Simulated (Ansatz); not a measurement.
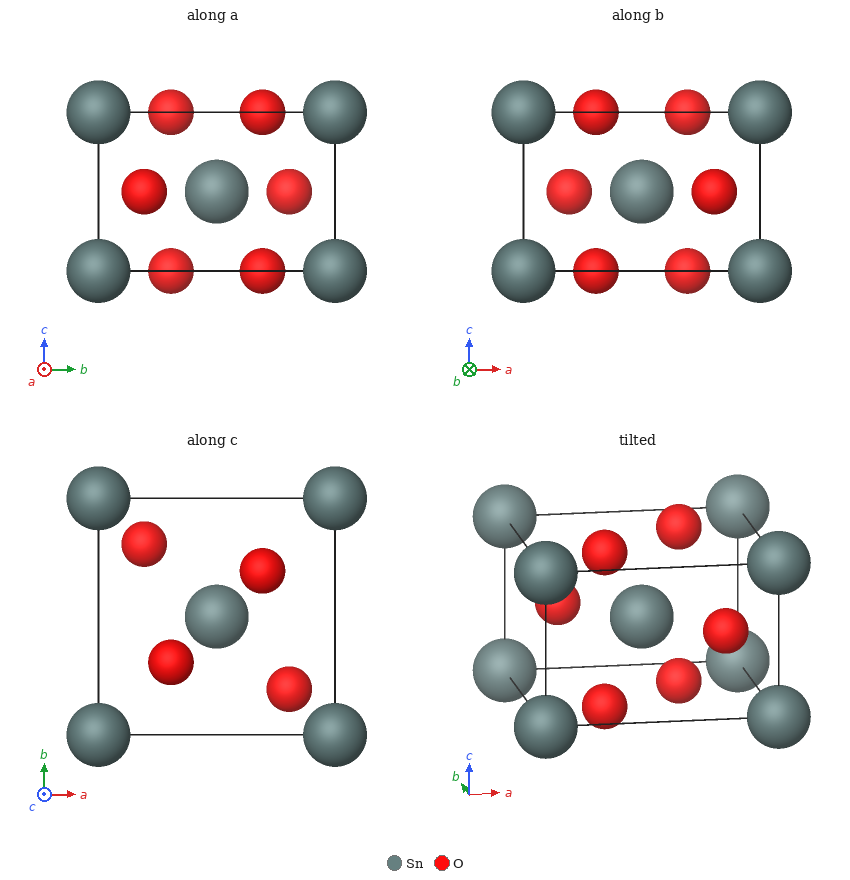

This spheres-only model is shown along the a axis, along the b axis, along the c axis and slightly off an axis. Thin lines show the conventional unit cell, with boundary atoms drawn in all their periodic places.

Lattice parameters: a = 4.828 Å, b = 4.828 Å, c = 3.238 Å, α = 90.00°, β = 90.00°, γ = 90.00°. Put a along x and b in the xy plane.

> Set out the cell and atoms as a POSCAR file, with free fractional coordinates to two decimals.

```
Sn O
1.0
     4.828    0.000    0.000
     0.000    4.828    0.000
     0.000    0.000    3.238
Sn O
2 4
Direct
  0.00 0.00 0.00
  0.50 0.50 0.50
  0.31 0.31 0.00
  0.81 0.19 0.50
  0.19 0.81 0.50
  0.69 0.69 0.00
```

Starting structure: a structure type known for this compound. The cell was then strained or its atoms displaced on purpose. It was run through Ansatz as a DFT input.

At this level of theory the cell isn't at rest (forces up to 2.8 eV/Å), so its distances can differ from those at equilibrium, the more so the softer the solid.
